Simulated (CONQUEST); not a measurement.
## BaTiO₃: 7 runs along one coordinate

System: BaTiO₃ (P4mm, 5 atoms in the cell).
Method: Kohn-Sham DFT of a periodic cell, PBE, PseudoDojo NC PBE, no spin polarisation (CONQUEST 1.3).

The 7 runs differ only in the geometry, by an even scaling of the cell at fixed fractional positions. The structure derives from an entry of the Crystallography Open Database.

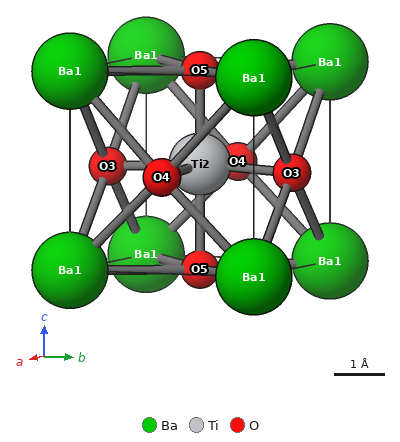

Figure 1. The structure of run 4 (ball-and-stick view of the cell of the calculation, seen at an oblique angle; atoms are numbered from 1 in the order of the input).

**Input of run 4**
```
IO.Title BaTiO3
IO.Coordinates coords.dat
IO.FractionalAtomicCoords T
IO.Iprint 2
IO.Iprint_init 1
General.NumberOfSpecies 3
General.PseudopotentialType hamann
AtomMove.TypeOfRun static
AtomMove.FullStress T
Grid.PointsAlongX 48
Grid.PointsAlongY 48
Grid.PointsAlongZ 48
DM.SolutionMethod diagon
Diag.MPMesh T
Diag.GammaCentred T
Diag.MPMeshX 7
Diag.MPMeshY 7
Diag.MPMeshZ 7
Diag.kT 0.00183747
minE.SCTolerance 1e-6
SC.MaxIters 100
IO.AtomChargeOutput T
%block ChemicalSpeciesLabel
1 137.330 Ba
2 47.880 Ti
3 16.000 O
%endblock
```

Command:
```bash
Conquest
```

Lattice vectors (Å) and fractional positions of run 4:
```
   3.999800    0.000000    0.000000
   0.000000    3.999800    0.000000
   0.000000    0.000000    4.018000
Ba  0.000000  0.000000  0.000000
Ti  0.500000  0.500000  0.510000
O   0.500000  0.000000  0.483000
O   0.000000  0.500000  0.483000
O   0.500000  0.500000  0.981000
```

Run 6 has the same physical settings and fractional positions; its lattice vectors (Å) are:
```
   4.052435    0.000000    0.000000
   0.000000    4.052435    0.000000
   0.000000    0.000000    4.070874
```

**Results, with one run withheld**

| run | volume per atom (Å³) | free energy per atom, from the lowest run given (meV) | pressure (GPa) | gap on the mesh (eV) |
| --- | --- | --- | --- | --- |
| 1 | 12.085 | 100.21 | 24.32 | 1.61 |
| 2 | 12.342 | 65.79 | 18.78 | 1.57 |
| 3 | 12.599 | 39.29 | 14.25 | 1.53 |
| 4 | 12.856 | 20.19 | 9.71 | 1.50 |
| 5 | 13.113 | 8.09 | 5.69 | 1.46 |
| 6 | 13.371 | ? | ? | ? |
| 7 | 13.628 | 0.00 | −0.81 | 1.40 |

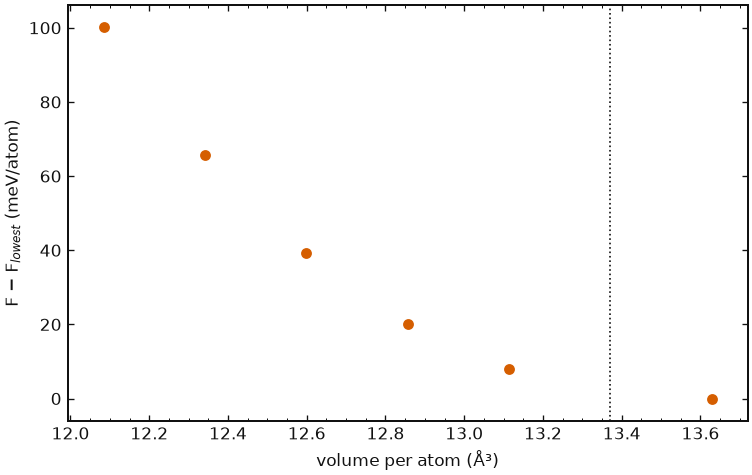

Figure 2. Free energy per atom of the runs given; the dotted line marks run 6.

Estimate the energy of run 6 from the others.

A cubic polynomial in V^(−2/3) (the Birch–Murnaghan form), fitted to the 6 runs given, misses them by at most 0.17 meV per atom. With x = V^(−2/3) − 0.18319 Å⁻², it reads F = 27.057 + 7406.1 x + 5.1557e+05 x² + 1.4443e+06 x³ (meV per atom). At run 6 it gives 1.36 meV per atom, and the run itself gives 1.48. The slope of the fit gives a pressure −dF/dV of 2.40 GPa there, and the run prints 2.46 GPa. The two needn't agree exactly: the fit is approximate, and the printed stress is taken on a finite basis. The fit has its minimum at 13.569 Å³ per atom, where V d²F/dV² gives 157 GPa. Cell shape and fractional positions are held, so this is the stiffness under even scaling; the relaxed bulk modulus wasn't computed. The gap on the mesh goes, without turning, from 1.61 eV in run 1 to 1.40 eV in run 7; run 6 has 1.43 eV. These are gaps of this functional on this mesh, which can miss the band edges; they aren't the measured gap.

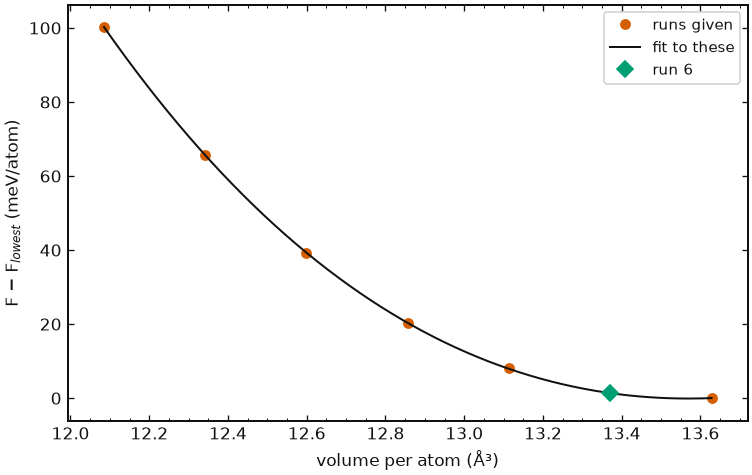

Figure 3. The fit and the withheld run.

**Some lines of the output (run 6)**
```
[...]
          DFT Total Energy                 :      -136.440060349762689 Ha
          Free Energy (E-TS)               :      -137.532876291333906 Ha
          DFT Total Energy                 :      -133.061243316537258 Ha
          DFT Total Energy                 :      -136.794818684015439 Ha
          DFT Total Energy                 :      -137.038618515895166 Ha
          DFT Total Energy                 :      -137.083423500675451 Ha
          DFT Total Energy                 :      -137.075934611508472 Ha
          DFT Total Energy                 :      -137.082109577698048 Ha
          DFT Total Energy                 :      -137.083898354009506 Ha
          DFT Total Energy                 :      -137.083966305031254 Ha
          DFT Total Energy                 :      -137.083989104179665 Ha
          DFT Total Energy                 :      -137.083989159562634 Ha
      |* DFT total energy        =      -137.083989159562634 Ha
    force: Average pressure:      2.46148508 GPa
```

Notes: Points of doubt noted for this run: small atomic basis. With a small basis of atomic orbitals these values can differ much from converged plane-wave results.
